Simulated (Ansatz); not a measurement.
Run report: Hf₁₆HO₃₂ (charge +1), single-point calculation (part 2 of 2)

Hf₁₆HO₃₂ (defect cell, 49 atoms in the cell, total charge +1); DFT PBE, scalar-relativistic, plane waves, PAW, spin-polarised (Ansatz 0.2.0); cutoff 420 eV, 2×2×2 k-mesh, Gaussian smearing of 0.05 eV, collinear spins. The structure derives from an entry of the Crystallography Open Database.

### Output, continued
```
  k-point 0 ↑: bands = ["-46.4341", "-46.3591", "-46.2668", "-46.1956", "-46.1515", "-46.1355", "-46.1100", "-46.0985", "-46.0718", "-46.0149", ... 156 levels left out ..., "4.1168", "4.1185", "4.1224", "4.1235", "4.1247", "4.1248", "4.1281", "4.1295", "4.1313", "4.1327", "4.1351", "4.1361", "4.1397", "4.1415", "4.1424", "4.1437", "4.1459", "4.1471", "4.1480", "4.1505", "4.1515", "4.1536", "4.1564", "4.1592", "4.1619", "4.1646", "4.1677", "4.1680", "4.1707",
      "4.1714", "4.1727", "4.1771", "4.1790", "4.1809", "4.1841", "4.1927", "4.1963", "4.2038", "4.2056", "4.2063", "4.2151", "4.2254", "8.1372", "8.7599", "8.9176", "9.3696", "9.3973", "9.4236", "9.5290", "9.5628", "9.6087", "9.6366", "9.7118", "9.7551", "9.8336", "9.8548", "9.9052", "9.9229", "9.9260", "9.9414", "10.0294", "10.0856", "10.1872", "10.2263", "10.2712", "10.3141", "10.3467", "10.3974", "10.4303",
      "10.4431", "10.4628", "10.4933", "10.6469", "10.7062", "10.8096", "10.8886", "10.9585", "11.0684", "11.1073", "11.2255", "11.2403", "11.2618", "11.2791", "11.3137", "11.3505", "11.4142", "11.4661", "11.5243", "11.5653", "11.6394", "11.6955", "11.7760", "11.8362", "11.9302", "12.0155", "12.0822", "12.1189", "12.1672", "12.1897", "12.2585", "12.2873", "12.3004", "12.3612", "12.3670", "12.4347", "12.4619", "12.5349", "12.5733", "12.6009",
      "12.6538", "12.6816", "12.7375", "12.7747", "12.8083", "12.8353", "12.9036", "12.9369", "13.0227", "13.0775", "13.0953", "13.1472", "13.2260", "13.2290", "13.2581", "13.2832", "13.3058", "13.3219", "13.3251", "13.4559", "13.5401", "13.5637", "13.6003", "13.6728", "13.7194", "13.7451", "13.7950", "13.9955", "14.2001", "14.8701", "18.5453", "18.6527", "18.8462", "18.9617", "19.0548", "19.1663", "19.1982", "19.3340", "19.3703", "19.3999",
      "19.4723", "19.5164", "19.6492", "19.6991", "19.7154", "19.8175", "19.9195", "19.9586", "19.9786", "20.0683", "20.1168", "20.1672", "20.2891", "20.3472", "20.4348", "20.4835", "20.5591", "20.5810", "20.6126", "20.6209", "20.7096", "20.7287", "20.7871", "20.7976", "20.8913", "20.9885", "21.0574", "21.1560", "21.1708", "21.3137", "21.4344", "21.4933", "21.6562", "21.7508", "21.8928", "22.0190", "22.0565", "22.0983", "22.1718", "22.1937",
      "22.2775", "22.3126", "22.3253", "22.3616", "22.4198", "22.4711", "22.5107", "22.8546", "22.9238", "22.9288", "23.0213"]
  k-point 1 ↑: bands = ["-46.4341", "-46.3591", "-46.2668", "-46.1956", "-46.1515", "-46.1355", "-46.1100", "-46.0985", "-46.0718", "-46.0149", ... 156 levels left out ..., "4.1171", "4.1184", "4.1226", "4.1234", "4.1242", "4.1256", "4.1266", "4.1308", "4.1326", "4.1337", "4.1342", "4.1364", "4.1389", "4.1415", "4.1417", "4.1452", "4.1461", "4.1467", "4.1483", "4.1499", "4.1520", "4.1542", "4.1566", "4.1592", "4.1602", "4.1655", "4.1687", "4.1688", "4.1704",
      "4.1717", "4.1735", "4.1770", "4.1796", "4.1810", "4.1848", "4.1928", "4.1973", "4.2000", "4.2057", "4.2119", "4.2162", "4.2244", "8.1754", "8.9144", "9.0514", "9.2203", "9.2653", "9.3042", "9.3259", "9.3772", "9.4433", "9.5172", "9.5504", "9.6183", "9.6863", "9.7811", "9.8904", "9.9302", "9.9963", "10.0817", "10.1388", "10.2165", "10.2459", "10.2755", "10.3430", "10.4029", "10.4328", "10.4561", "10.4830",
      "10.6058", "10.6400", "10.6616", "10.6646", "10.7102", "10.7549", "10.8752", "10.9778", "11.0188", "11.0532", "11.0764", "11.1675", "11.1775", "11.2290", "11.2443", "11.4537", "11.4835", "11.5215", "11.5849", "11.6822", "11.8493", "11.8907", "11.9237", "12.0045", "12.0117", "12.0268", "12.0802", "12.0947", "12.1455", "12.1776", "12.2079", "12.2289", "12.2682", "12.2741", "12.3163", "12.4285", "12.5618", "12.5712", "12.5950", "12.6383",
      "12.6740", "12.6985", "12.7320", "12.7732", "12.8027", "12.8469", "12.8847", "12.9240", "12.9743", "13.0149", "13.0592", "13.0945", "13.1249", "13.1904", "13.2166", "13.2463", "13.2768", "13.3083", "13.3295", "13.4669", "13.4941", "13.5671", "13.5771", "13.6224", "13.6457", "13.6691", "13.7281", "14.0013", "14.1214", "14.8651", "18.7425", "18.8818", "18.9565", "18.9856", "19.0125", "19.0318", "19.0645", "19.1829", "19.4023", "19.4225",
      "19.4421", "19.5228", "19.5706", "19.6448", "19.6684", "19.8718", "19.9857", "20.0178", "20.0411", "20.0701", "20.1099", "20.1600", "20.1958", "20.3158", "20.3490", "20.4387", "20.5123", "20.5702", "20.5952", "20.6224", "20.6584", "20.7620", "20.8975", "20.9757", "21.0241", "21.0777", "21.1262", "21.1546", "21.3224", "21.3962", "21.7162", "21.7681", "21.8127", "21.8589", "21.8635", "21.9131", "21.9381", "22.0543", "22.0743", "22.1561",
      "22.2072", "22.3486", "22.4022", "22.4507", "22.5156", "22.5400", "22.5552", "22.5726", "22.7339", "22.8408", "22.9823"]
  k-point 2 ↑: bands = ["-46.4341", "-46.3591", "-46.2668", "-46.1956", "-46.1515", "-46.1355", "-46.1099", "-46.0986", "-46.0718", "-46.0148", ... 156 levels left out ..., "4.1174", "4.1196", "4.1207", "4.1215", "4.1243", "4.1256", "4.1261", "4.1302", "4.1329", "4.1337", "4.1350", "4.1371", "4.1393", "4.1417", "4.1437", "4.1444", "4.1466", "4.1477", "4.1489", "4.1499", "4.1519", "4.1534", "4.1580", "4.1594", "4.1624", "4.1646", "4.1656", "4.1669", "4.1682",
      "4.1725", "4.1746", "4.1761", "4.1786", "4.1820", "4.1839", "4.1938", "4.1975", "4.1996", "4.2034", "4.2119", "4.2157", "4.2257", "8.2002", "9.1419", "9.1940", "9.2467", "9.2838", "9.3136", "9.3605", "9.3668", "9.4322", "9.4816", "9.6578", "9.6803", "9.7435", "9.8058", "9.8283", "9.8915", "9.9233", "9.9706", "10.0185", "10.0676", "10.0809", "10.1952", "10.2575", "10.2948", "10.3121", "10.3960", "10.4712",
      "10.6146", "10.6240", "10.6684", "10.6779", "10.7085", "10.7663", "10.7949", "10.8396", "10.8830", "10.9960", "11.1006", "11.2563", "11.3408", "11.3694", "11.4877", "11.5161", "11.5628", "11.6277", "11.6744", "11.7239", "11.7407", "11.8110", "11.8564", "11.9684", "12.0018", "12.0544", "12.1017", "12.1336", "12.2181", "12.2352", "12.2519", "12.2722", "12.2916", "12.3493", "12.4253", "12.4635", "12.4876", "12.5272", "12.5738", "12.6229",
      "12.6356", "12.6871", "12.6991", "12.7435", "12.8000", "12.8095", "12.8271", "12.8612", "12.9157", "12.9636", "13.0222", "13.0481", "13.1016", "13.1471", "13.1850", "13.3035", "13.3288", "13.3373", "13.3985", "13.4334", "13.4580", "13.5575", "13.6241", "13.6347", "13.7560", "13.8120", "13.8886", "13.9005", "13.9740", "14.8668", "18.5634", "18.6295", "18.9172", "19.0293", "19.0971", "19.1329", "19.2131", "19.2497", "19.3020", "19.3962",
      "19.5552", "19.5777", "19.6026", "19.6948", "19.7665", "19.8199", "19.9184", "19.9375", "19.9662", "20.0755", "20.1335", "20.2349", "20.2895", "20.3242", "20.3763", "20.4554", "20.5557", "20.5723", "20.6416", "20.6872", "20.6995", "20.7943", "20.9398", "20.9612", "20.9809", "21.0281", "21.2117", "21.2727", "21.2964", "21.3306", "21.4799", "21.5278", "21.5692", "21.6739", "21.7719", "21.9117", "22.0275", "22.0921", "22.1203", "22.1635",
      "22.2145", "22.2638", "22.3251", "22.3876", "22.4989", "22.5290", "22.5535", "22.6941", "22.7876", "22.8098", "22.9045"]
  k-point 7 ↓: bands = ["-46.4341", "-46.3591", "-46.2668", "-46.1956", "-46.1515", "-46.1355", "-46.1099", "-46.0986", "-46.0718", "-46.0146", ... 156 levels left out ..., "4.1175", "4.1197", "4.1217", "4.1227", "4.1238", "4.1257", "4.1270", "4.1296", "4.1321", "4.1339", "4.1356", "4.1383", "4.1391", "4.1412", "4.1421", "4.1441", "4.1455", "4.1476", "4.1497", "4.1509", "4.1523", "4.1534", "4.1554", "4.1602", "4.1635", "4.1638", "4.1653", "4.1677", "4.1703",
      "4.1737", "4.1744", "4.1758", "4.1809", "4.1822", "4.1851", "4.1930", "4.1965", "4.1979", "4.2026", "4.2110", "4.2180", "4.2285", "8.1297", "8.7421", "9.0095", "9.1105", "9.1824", "9.3906", "9.4590", "9.5310", "9.6089", "9.6629", "9.6923", "9.7815", "9.7907", "9.8349", "9.9078", "9.9461", "9.9713", "10.0148", "10.0625", "10.1184", "10.1346", "10.2456", "10.2797", "10.3344", "10.3721", "10.4268", "10.5160",
      "10.5676", "10.6234", "10.6547", "10.6719", "10.6986", "10.7515", "10.8317", "10.8926", "11.0037", "11.0308", "11.0662", "11.2478", "11.3108", "11.3658", "11.4113", "11.4259", "11.4547", "11.4675", "11.5449", "11.6076", "11.6346", "11.7138", "11.7795", "11.7946", "11.8659", "11.8892", "11.9240", "12.0017", "12.0877", "12.1349", "12.1624", "12.2220", "12.2791", "12.4304", "12.4358", "12.4793", "12.5210", "12.5436", "12.5955", "12.6508",
      "12.6540", "12.7097", "12.7602", "12.8127", "12.8532", "12.9079", "12.9380", "13.0161", "13.0645", "13.0924", "13.1163", "13.1286", "13.1711", "13.2434", "13.2986", "13.3256", "13.3539", "13.3613", "13.3899", "13.4548", "13.4946", "13.5204", "13.6046", "13.6628", "13.6805", "13.7388", "13.7751", "13.8566", "14.1124", "14.8918", "18.3051", "18.8212", "18.9230", "18.9588", "19.0918", "19.1817", "19.2651", "19.3706", "19.4328", "19.4565",
      "19.4907", "19.5073", "19.5442", "19.6236", "19.7596", "19.8294", "19.8779", "19.8963", "20.0417", "20.1126", "20.1801", "20.2104", "20.2841", "20.2941", "20.3272", "20.3645", "20.3851", "20.4568", "20.5791", "20.6810", "20.9035", "21.0078", "21.0247", "21.0965", "21.1162", "21.1930", "21.2417", "21.3002", "21.3253", "21.3331", "21.4634", "21.5442", "21.6035", "21.6343", "21.7752", "21.8138", "21.8653", "21.8898", "22.1269", "22.1726",
      "22.2689", "22.3305", "22.3942", "22.4259", "22.4382", "22.5427", "22.6050", "22.6528", "22.8445", "22.8681", "22.8939"]
--- Löwdin populations: 49 sites ---
  site symbol       q [e]    m [muB]
     0     Hf     24.5542     0.0000
     1     Hf     24.5672     0.0000
     2     Hf     24.5679    -0.0000
     3     Hf     24.5588    -0.0000
     4     Hf     24.5667    -0.0000
     5     Hf     24.5608    -0.0000
     6     Hf     24.5632    -0.0000
     7     Hf     24.5581    -0.0000
     8     Hf     24.6431    -0.0000
     9     Hf     24.5576    -0.0000
    10     Hf     24.5530     0.0000
    11     Hf     24.5590    -0.0000
    12     Hf     24.5553    -0.0000
    13     Hf     24.5609    -0.0000
    14     Hf     24.5497    -0.0000
    15     Hf     24.5592    -0.0000
    16      O      6.6726    -0.0000
    17      O      6.6598    -0.0000
    18      O      6.6816     0.0000
    19      O      6.6731     0.0000
    20      O      6.6729     0.0000
    21      O      6.6821    -0.0000
    22      O      6.6643     0.0000
    23      O      6.6662     0.0000
    24      O      6.6454     0.0000
    25      O      6.6672     0.0000
    26      O      6.6701    -0.0000
    27      O      6.6721     0.0000
    28      O      6.6687    -0.0000
    29      O      6.6777    -0.0000
    30      O      6.6723     0.0000
    31      O      6.6766     0.0000
    32      O      6.6354     0.0000
    33      O      6.6329     0.0000
    34      O      6.6333    -0.0000
    35      O      6.6349     0.0000
    36      O      6.5472     0.0000
    37      O      6.6254     0.0000
    38      O      6.6318    -0.0000
    39      O      6.6331     0.0000
    40      O      6.5859    -0.0000
    41      O      6.6237     0.0000
    42      O      6.6352     0.0000
    43      O      6.6332     0.0000
    44      O      6.6266     0.0000
    45      O      6.6347     0.0000
    46      O      6.6243     0.0000
    47      O      6.6361     0.0000
    48      H      0.7915    -0.0000
  spilling = 0.002430 (of n_electrons = 608.000000)
--- Bader charges: 49 sites ---
  site symbol  charge [e]  shift [e]    m [muB]
     0     Hf      2.6574     0.0054     0.0000
     1     Hf      2.6482     0.0054     0.0000
     2     Hf      2.6498     0.0054     0.0000
     3     Hf      2.6536     0.0054     0.0000
     4     Hf      2.6503     0.0052     0.0000
     5     Hf      2.6515     0.0054     0.0000
     6     Hf      2.6515     0.0054     0.0000
     7     Hf      2.6541     0.0053     0.0000
     8     Hf      2.5940     0.0048     0.0000
     9     Hf      2.6525     0.0055     0.0000
    10     Hf      2.6557     0.0054     0.0000
    11     Hf      2.6538     0.0053     0.0000
    12     Hf      2.6528     0.0054     0.0000
    13     Hf      2.6527     0.0055     0.0000
    14     Hf      2.6579     0.0053     0.0000
    15     Hf      2.6535     0.0054     0.0000
    16      O     -1.3333     0.0021     0.0000
    17      O     -1.3158     0.0021     0.0000
    18      O     -1.3395     0.0020     0.0000
    19      O     -1.3319     0.0021     0.0000
    20      O     -1.3324     0.0021     0.0000
    21      O     -1.3405     0.0021     0.0000
    22      O     -1.3303     0.0022     0.0000
    23      O     -1.3298     0.0021     0.0000
    24      O     -1.2984     0.0021     0.0000
    25      O     -1.3308     0.0022     0.0000
    26      O     -1.3331     0.0022     0.0000
    27      O     -1.3329     0.0021     0.0000
    28      O     -1.3285     0.0021     0.0000
    29      O     -1.3352     0.0021     0.0000
    30      O     -1.3339     0.0022     0.0000
    31      O     -1.3370     0.0021     0.0000
    32      O     -1.2843     0.0033     0.0000
    33      O     -1.2801     0.0033     0.0000
    34      O     -1.2706     0.0031     0.0000
    35      O     -1.2847     0.0033     0.0000
    36      O     -1.1412     0.0022     0.0000
    37      O     -1.2776     0.0034     0.0000
    38      O     -1.2833     0.0033     0.0000
    39      O     -1.2850     0.0033     0.0000
    40      O     -1.2163     0.0031     0.0000
    41      O     -1.2719     0.0034     0.0000
    42      O     -1.2862     0.0033     0.0000
    43      O     -1.2839     0.0033     0.0000
    44      O     -1.2751     0.0033     0.0000
    45      O     -1.2869     0.0033     0.0000
    46      O     -1.2706     0.0033     0.0000
    47      O     -1.2840     0.0032     0.0000
    48      H      0.1759     0.0005     0.0000
  estimated error of the sums over rays = 4.9e-4 e
```

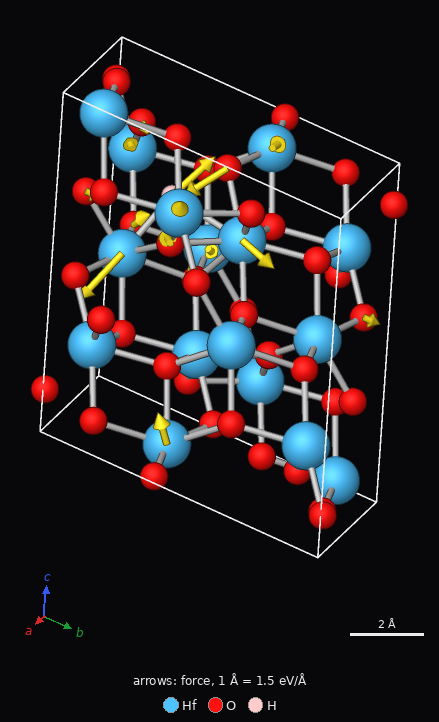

Fig. 1: Forces on the atoms as yellow arrows (ball-and-stick view of the cell of the calculation, seen slightly off an axis); the smallest are left out. The largest act on Hf9 (2.66 eV/Å); H49 (2.46 eV/Å); O37 (2.21 eV/Å); Hf5 (1.86 eV/Å), among others. Atoms are counted from 1 in the order of the input and aren't labelled in the picture. The geometry is not a stationary point of this energy.

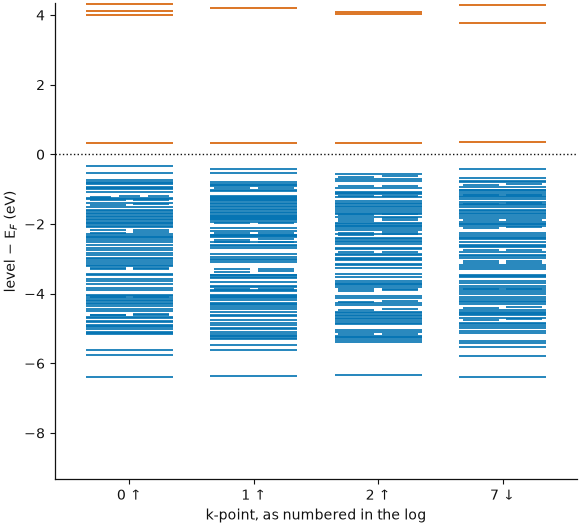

Fig. 2: Kohn–Sham levels near the Fermi level (dotted) at the few k-points that the log prints; levels within 0.02 eV of each other stand side by side. Among these points the highest filled and lowest empty levels are 0.66 eV apart, which is the gap on the mesh.

### Key numbers

| quantity | value |
| --- | --- |
| outcome | converged |
| electrons treated | 608 |
| free energy | −269814.9790 eV |
| Fermi energy | 14.531 eV |
| gap on the k-point mesh | 0.67 eV |
| net moment of the cell | 0.00 μB |
| integrated absolute moment | 0.00 μB |
| largest force (length of the vector) | 2.659 eV/Å |
| wall time | 4 min (CPU time 16 min) |
| peak memory | 5 GiB |

### Remarks

Warnings of the run: some starting moments were not kept. The cell is charged and computed with a neutralising background, so its energy and pressure depend on the cell and aren't those of a real crystal. Spin–orbit coupling is left out, which matters for Hf.
